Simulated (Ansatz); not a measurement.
**What a change does: single-point calculation on Al**

System: Al (P6₃/mmc, 4 atoms in the cell).
Method of run 1: Kohn-Sham DFT of a periodic cell, r2SCAN, Ansatz PAW, no spin polarisation (Ansatz 0.2.0).

The structure derives from a Materials Project entry. Text and figures count atoms from 1; the logs count them from 0 in places.

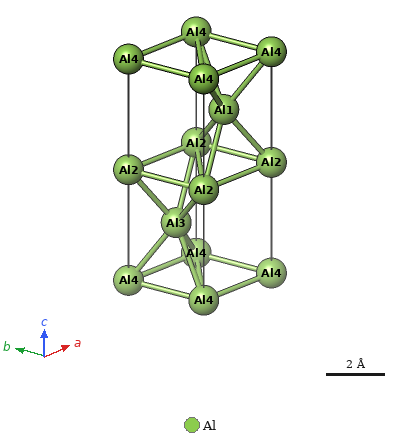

**Figure 1.** The input geometry (ball-and-stick view of the cell of the calculation, seen at an oblique angle; atoms are numbered from 1 in the order of the input). An atom can appear more than once, as a periodic image. Near neighbours in the periodic cell (some may lie outside the picture): Al has 12 Al at 2.85 to 2.86 Å.

## Input file, run 1
```yaml
crystal:
  lattice:
    - [2.8642796724, 0.0, 0.0]
    - [-1.4321398362, 2.4805389598, 0.0]
    - [0.0, 0.0, 9.3068752623]
  atoms:
    - { symbol: Al, position: [0.6666666667, 0.3333333333, 0.75] }
    - { symbol: Al, position: [0.0, 0.0, 0.5] }
    - { symbol: Al, position: [0.3333333333, 0.6666666667, 0.25] }
    - { symbol: Al, position: [0.0, 0.0, 0.0] }
hamiltonian:
  xc: r2scan
  pseudopotentials: { kind: paw }
kpoints:
  mp_grid: { grid: [11, 11, 3] }
scf:
  occupations: { method: fermi_dirac, width: 0.05 }
output:
  forces: true
  stress: true
  eigenvalues: true
  write_density: true
  write_potential: true
  elf: true
  volumetric_format: npy
```

Launched with:
```bash
ansatz run input.yaml --threads 2 --pin off --max-ram 5632MiB --backend cpu --events-out ev --progress --plain --runs-dir out
```

Hardware: 2 threads of Arm Neoverse V1, 24 GiB of memory available, shared host.

## Output, shortened to warnings, some set-up lines, iterations and results (run 1)
```
Basis set: ecut = 500 eV, 1653 PW (Γ), exchange–correlation on 96×96×288 points (64 copies of the dense FFT grid, shifted against one another)
Symmetry: 24 space group operations
k-points: 32 of 363
Initial density: superposition of atomic densities (neutral atoms: chi_scale 0, normalization atom), corrected by the library's trained network
[...]
SCF iter   1: F=—  HF=-2161.571963 eV  |F-HF|=—  |Δ(HF+E_count)|=         —  Δρ=3.48e-3  dr2=8.74e-3  dr2_τ=1.66e-2  ethr=1.77e-3  ⟨swp⟩=8.1  Hψ=2885  notcnv=0
SCF iter   2: F=—  HF=-2161.600604 eV  |F-HF|=—  |Δ(HF+E_count)|=   2.86e-2  Δρ=2.93e-3  dr2=6.31e-3  dr2_τ=1.68e-5  ethr=7.28e-5  ⟨swp⟩=2.1  Hψ=892  notcnv=0  defer=8
SCF iter   3: F=—  HF=-2161.599405 eV  |F-HF|=—  |Δ(HF+E_count)|=   1.20e-3  Δρ=3.70e-4  dr2=6.67e-5  dr2_τ=4.01e-6  ethr=5.25e-5  ⟨swp⟩=1.0  Hψ=312  notcnv=0  defer=8
SCF iter   4: F=—  HF=-2161.599448 eV  |F-HF|=—  |Δ(HF+E_count)|=   4.27e-5  Δρ=1.38e-4  dr2=7.99e-6  dr2_τ=3.12e-7  ethr=5.55e-7  ⟨swp⟩=2.0  Hψ=502  notcnv=0  defer=8
SCF iter   5: F=—  HF=-2161.599457 eV  |F-HF|=—  |Δ(HF+E_count)|=   9.06e-6  Δρ=3.73e-5  dr2=4.01e-6  dr2_τ=1.01e-8  ethr=6.66e-8  ⟨swp⟩=2.3  Hψ=487  notcnv=0  defer=8
SCF iter   6: F=-2161.599456 eV  HF=-2161.599456 eV  |F-HF|=2.36e-8  |Δ(HF+E_count)|=   1.11e-6  Δρ=1.04e-5  dr2=8.32e-8  dr2_τ=7.80e-10  ethr=8.33e-10  ⟨swp⟩=6.9  Hψ=1995  …
SCF 1 converged in 6 iterations: F = -2161.599456 eV  dr2 = 8.32e-8
SCF converged after 6 iterations
Free energy (F): -2161.599456 eV
Harris-Foulkes:  -2161.599456 eV  (|F-HF|=2.36e-8)
Internal energy: -2161.586437 eV  (E = F + TS)
E sigma→0 (E₀):  -2161.592946 eV
Entropy (-TS):   -0.013019 eV (-3.255 meV/atom)
Fermi energy:    7.977315 eV
--- Per-component energies (eV) ---
  E_band       = 38.953909
  E_kinetic    = 91.628278
  E_local      = 40.964852  (includes V_loc(G=0)·N_el)
  E_nonlocal   = 38.275058
  E_hartree    = 0.442852
  E_xc         = -146.590277
  E_vxc        = -124.290754  (∫ρ·V_xc dr)
  E_paw        = -1892.199329  (= ΣΔE_a)
  E_vpaw       = -13.413502  (= ΣTr[D̂ρ^β])
  E_aug_tail   = -0.000003  (compensation charges beyond the density's cutoff)
  E_vtau       = 4.904010  (kinetic-family band-sum trace: ∫τ·v_τ [+ j·A + Jᵃ·Aᵃ] dr)
  E_ewald      = -293.867435
  E_core_change = -0.240432  (= ΣΔE_core)
  E_smearing   = -0.013019  (= −TS)
  E_closure    = 0.000000  (closes the sum)
  Σ components = -2161.599456   (vs F -2161.599456, Δ=0.00e0)
--- Forces (eV/Å), atoms counted from 1 ---
  atom   1  Al    -0.00000000     0.00000000     0.00000000
  atom   2  Al     0.00000000     0.00000000     0.00000000
  atom   3  Al     0.00000000    -0.00000000     0.00000000
  atom   4  Al     0.00000000     0.00000000     0.00000000
  max |Σ_I F_I| component: 2.31e-18 eV/Å
--- Stress (GPa, compression-positive) ---
       -3.474385       0.000000      -0.000000
        0.000000      -3.474385       0.000000
       -0.000000       0.000000      -1.552575
  P = ⅓ Tr σ = -2.8338 GPa (-28.338 kbar)
```

For run 2 the input was changed thus:
```diff
-  xc: r2scan
+  xc: lda
```

Predict how the results change.

The total energies belong to different methods, so their difference says nothing on which is more stable or more accurate. The functional changes from r2SCAN to LDA. The number of SCF iterations is the same. The default cutoff goes from 500 to 420 eV with the change. The plane waves at Γ go from 1653 to 1291.

## Output, shortened to warnings, some set-up lines, iterations and results (run 2)
```
Basis set: ecut = 420 eV, 1291 PW (Γ)
Symmetry: 24 space group operations
k-points: 32 of 363
Initial density: superposition of atomic densities (neutral atoms: chi_scale 0, normalization atom), corrected by the library's trained network
[...]
SCF iter   1: F=—  HF=-2051.479724 eV  |F-HF|=—  |Δ(HF+E_count)|=         —  Δρ=3.68e-3  dr2=9.36e-3  ethr=1.77e-3  ⟨swp⟩=7.5  Hψ=2807  notcnv=0
SCF iter   2: F=—  HF=-2051.477594 eV  |F-HF|=—  |Δ(HF+E_count)|=   2.13e-3  Δρ=2.28e-3  dr2=3.74e-3  ethr=7.80e-5  ⟨swp⟩=1.0  Hψ=577  notcnv=0
SCF iter   3: F=—  HF=-2051.476094 eV  |F-HF|=—  |Δ(HF+E_count)|=   1.50e-3  Δρ=1.65e-4  dr2=2.36e-5  ethr=3.11e-5  ⟨swp⟩=2.0  Hψ=504  notcnv=0
SCF iter   4: F=—  HF=-2051.476090 eV  |F-HF|=—  |Δ(HF+E_count)|=   4.06e-6  Δρ=6.48e-5  dr2=1.25e-5  ethr=1.97e-7  ⟨swp⟩=2.0  Hψ=457  notcnv=0
SCF iter   5: F=—  HF=-2051.476087 eV  |F-HF|=—  |Δ(HF+E_count)|=   3.19e-6  Δρ=1.88e-5  dr2=8.43e-7  ethr=1.04e-7  ⟨swp⟩=2.0  Hψ=453  notcnv=0
SCF iter   6: F=-2051.476087 eV  HF=-2051.476087 eV  |F-HF|=1.31e-8  |Δ(HF+E_count)|=   2.10e-7  Δρ=3.01e-6  dr2=1.73e-8  ethr=8.33e-10  ⟨swp⟩=9.1  Hψ=2293  notcnv=0
SCF 1 converged in 6 iterations: F = -2051.476087 eV  dr2 = 1.73e-8
SCF converged after 6 iterations
Free energy (F): -2051.476087 eV
Harris-Foulkes:  -2051.476087 eV  (|F-HF|=1.31e-8)
Internal energy: -2051.464727 eV  (E = F + TS)
E sigma→0 (E₀):  -2051.470407 eV
Entropy (-TS):   -0.011360 eV (-2.840 meV/atom)
Fermi energy:    7.710651 eV
--- Per-component energies (eV) ---
  E_band       = 39.806691
  E_kinetic    = 91.106037
  E_local      = 36.873251  (includes V_loc(G=0)·N_el)
  E_nonlocal   = 44.018503
  E_hartree    = 0.387933
  E_xc         = -157.271025
  E_vxc        = -117.083872  (∫ρ·V_xc dr)
  E_paw        = -1772.934840  (= ΣΔE_a)
  E_vpaw       = -15.883111  (= ΣTr[D̂ρ^β])
  E_aug_tail   = -0.000016  (compensation charges beyond the density's cutoff)
  E_ewald      = -293.867435
  E_core_change = 0.222866  (= ΣΔE_core)
  E_smearing   = -0.011360  (= −TS)
  E_closure    = 0.000000  (closes the sum)
  Σ components = -2051.476087   (vs F -2051.476087, Δ=0.00e0)
--- Forces (eV/Å), atoms counted from 1 ---
  atom   1  Al     0.00000000     0.00000000     0.00000000
  atom   2  Al    -0.00000000     0.00000000    -0.00000000
  atom   3  Al    -0.00000000    -0.00000000     0.00000000
  atom   4  Al     0.00000000     0.00000000     0.00000000
  max |Σ_I F_I| component: 4.57e-32 eV/Å
--- Stress (GPa, compression-positive) ---
       -3.481679       0.000000      -0.000000
        0.000000      -3.481679       0.000000
       -0.000000       0.000000      -1.899503
  P = ⅓ Tr σ = -2.9543 GPa (-29.543 kbar)
```

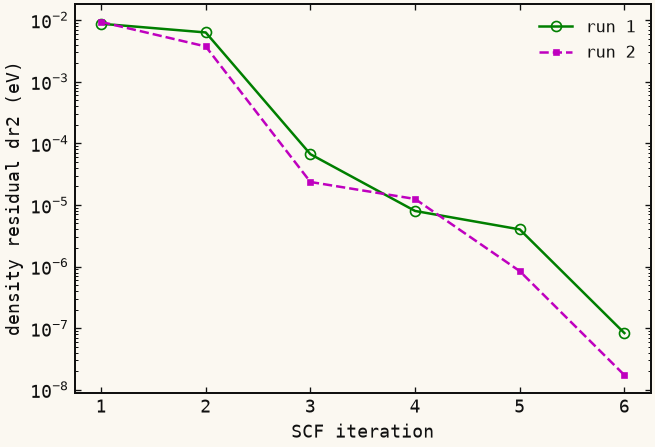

**Figure 2.** Convergence of the two runs: density residual dr2 against the SCF iteration. Run 1 takes 6 iterations in all, and run 2 takes 6.

## The two runs side by side

| quantity | run 1 | run 2 |
| --- | --- | --- |
| outcome | converged | converged |
| free energy per atom (eV) | −540.3999 | −512.8690 |
| energy per atom, smearing taken to zero (eV) | −540.3982 | −512.8676 |
| gap on the mesh (eV) | 0.00 | 0.00 |
| pressure (GPa) | −2.83 | −2.95 |
| largest force (eV/Å) | 0.000 | 0.000 |
| SCF iterations | 6 | 6 |
| irreducible k-points | 32 | 32 |
| plane waves at Γ | 1653 | 1291 |
| wall time (shared host) | 3.4 s | 1.6 s |
